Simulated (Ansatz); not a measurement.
Consider this structure, Al.

```xyz
2
Lattice="3.3135 0.0000 0.0000 0.0000 3.3135 0.0000 0.0000 0.0000 3.3135" Properties=species:S:1:pos:R:3 pbc="T T T"
Al    0.0000    0.0000    0.0000
Al    1.6567    1.6567    1.6567
```

It is based on the input geometry of an electronic-structure calculation (not necessarily at equilibrium); the starting structure was generated, so it need not be a known form of this composition.

> Predict the first 5 clear peaks of the neutron G(r) with σ = 0.10 Å, and name the atom pairs.

1. 2.87 Å: Al–Al at 2.87 Å
2. 3.31 Å: Al–Al at 3.31 Å
3. 4.69 Å: Al–Al at 4.69 Å
4. 5.49 Å: Al–Al at 5.49 Å
5. 6.63 Å: Al–Al at 6.63 Å

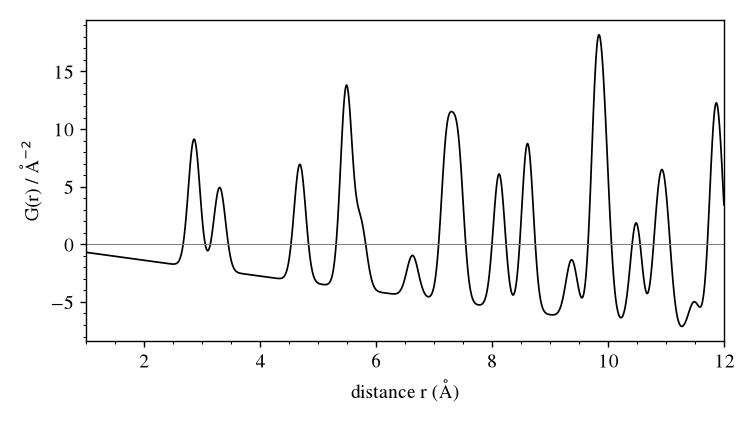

The curve is a calculated neutron PDF: distances of the static structure, each pair weighted by the product of the tabulated coherent neutron scattering lengths (natural isotope mix where the element has one), broadened by Gaussians with σ = 0.10 Å, damped by exp(−(Q_damp r)²/2) with Q_damp = 0.020 Å⁻¹. No termination ripples are included.
